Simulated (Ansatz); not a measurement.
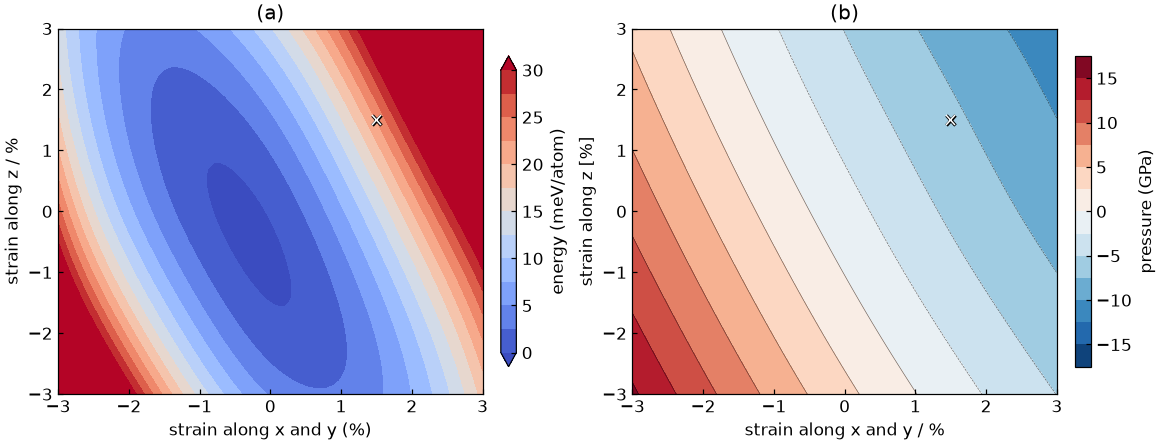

Au (P6_3/mmc, No. 194; 2 atoms in the cell). The cell is strained homogeneously, by one strain along x and y and another along z, with fractional coordinates fixed (x along [1 0 0], z along [0 0 1] of the conventional cell). The first coordinate is: strain along x and y; the second: strain along z. The grid has 5 × 5 points. At 1 point there is no value. Points are written as (first, second). Energies are in meV/atom, from the lowest grid point. The reference cell is the one listed in the database, not relaxed at this level. Method: DFT r2SCAN, scalar-relativistic, plane waves, PAW (Ansatz). Settings: cutoff 500 eV, k-mesh 18×18×10 in the order of the run's cell vectors, gaussian smearing 0.15 eV, no spin polarisation.

Panel (a) is the energy and panel (b) the computed pressure on the same grid.

Drawn: filled contours, crosses at grid points without a value, one colour for all values above the top of the scale. Between grid points the surface is interpolated.

> How does the pressure vary over the map, and what is it at the lowest grid point?

It runs from −11.2 GPa at (3.0 %, 3.0 %) to 15.4 GPa at (−3.0 %, −3.0 %). At the lowest grid point, (0.0 %, −1.5 %), it is 0.7 GPa.
